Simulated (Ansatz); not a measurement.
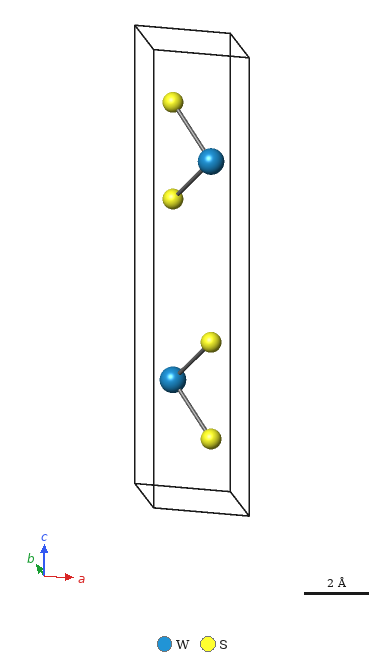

Lattice vibrations of solid WS2, at the zone centre. A ball-and-stick model of the cell of the calculation, seen slightly off an axis.

Theory: DFT PBE, scalar-relativistic, plane waves, PAW (Ansatz 0.2.0). (plane-wave cutoff 420 eV; k-point mesh 12 × 12 × 2; occupations fixed; no spin polarisation)

Frequencies are those without the non-analytic (LO–TO) term.

Q: Give the spectrum at this point.

A: The calculation's cell holds 6 atoms, so there are 15 optical modes, in 6 levels. The lowest is so near zero that its sign isn't certain.

```
level           symmetry  frequency (cm⁻¹)      activity
    1                E₂g                 3  Raman-active
    2                B₁g                 7        silent
    3             4-fold               287  not assigned
    4             4-fold               344  not assigned
    5  doubly degenerate               407  not assigned
    6  doubly degenerate               426  not assigned
```

The modes drawn as arrows (one member of each degenerate set):

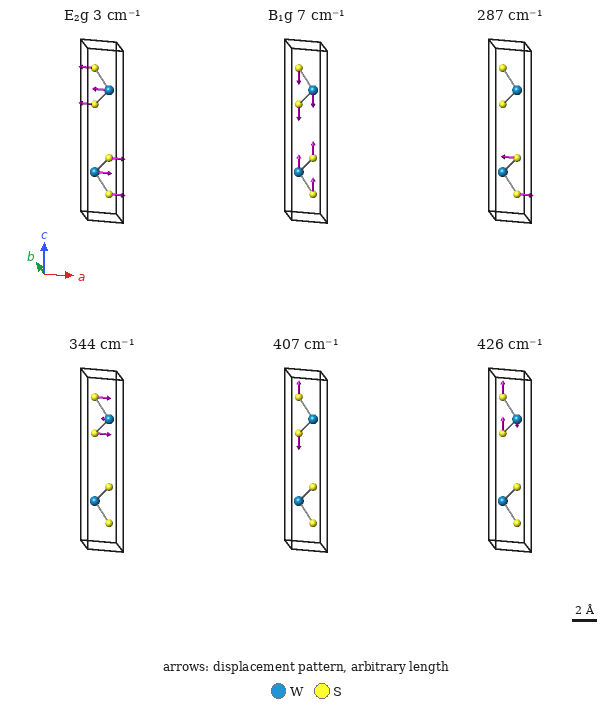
